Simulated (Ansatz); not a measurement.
```
B P
1.0
     2.31368    0.00000   -2.31368
    -2.31368    2.31368    0.00000
     4.52174    4.52174    4.52174
B P
3 3
Direct
  0.66667 0.33333 0.33280
  0.33333 0.66667 0.66613
  0.00000 0.00000 0.99946
  0.00000 0.00000 0.25054
  0.66667 0.33333 0.58387
  0.33333 0.66667 0.91720
```

Space group R3m; started from the zincblende prototype, which need not be the ambient phase; changed on purpose from its base cell (epitaxial 111 strain +2.0%); computed pressure about −7 GPa in this cell.

Level of theory: Ansatz, DFT, HSE06, plane waves, PAW.

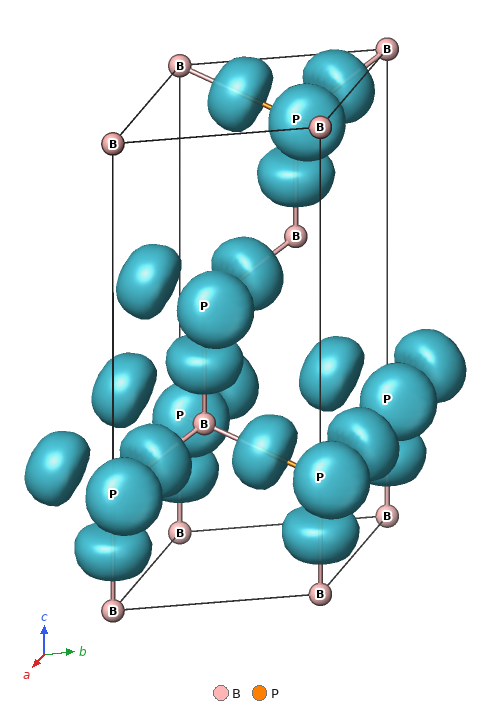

BP. Isosurface of the ELF at 0.8 (cyan), seen at an oblique angle. Only the valence region is drawn (cores and ρ < 0.01 e/Å³ removed). Sticks mark near contacts.

In a PAW calculation such maps are meaningful between the atoms, not at the nuclei.

Question: Where are the electrons localised?

Answer: The ELF exceeds this value in twelve regions between bonded B–P atoms (shared pairs), counted in one cell of 6 atoms. Any copies at cell faces, edges or corners count once. Profiles from the grid: B–P (1.97 Å): the ELF peaks at about 0.95 between the atoms, as expected for localised, covalent bonding.

Question: Does the calculation give a band gap?

Answer: It is gapped, with a Kohn–Sham gap of 1.9 eV on the k-point mesh, an upper bound to the gap of this method.
